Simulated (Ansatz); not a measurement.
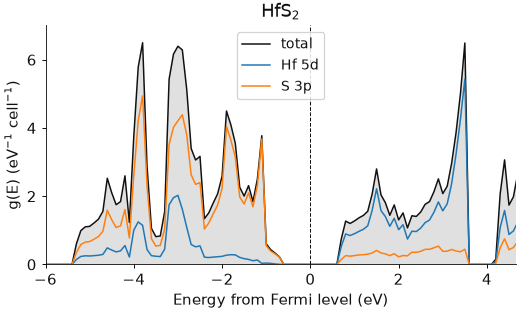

Density of states. Energies are counted from the Fermi level. The partial curves are projected on Löwdin-orthogonalised atomic shells.

Structure: HfS2 (sheet), 3 atoms in the cell.

Method: DFT PBE, scalar-relativistic, plane waves, PAW, no spin polarisation, 12×12×1 k mesh, 420 eV cutoff, Gaussian smearing of 0.02 eV (Ansatz 0.2.0).

**Metal or insulator, going by the density of states?**

There is a gap; over the k points computed it is 1.31 eV.

**How wide is the upper valence band?**

The upper group of valence states starts about 4.6 eV under the valence-band top (which lies at −0.7 eV on this axis), with a gap beneath it; it holds about 12 electrons a cell.

**Which states form the band edges?**

By projected weight, the top eV of the valence band is S 3p almost alone; the bottom eV of the conduction band is Hf 5d (75 %) and S 3p (20 %). The gap is of charge-transfer type, from anion p to metal d states.

The structure is an invented one, so it need not be a known or stable phase. Spin-orbit coupling is left out, which matters for Hf.
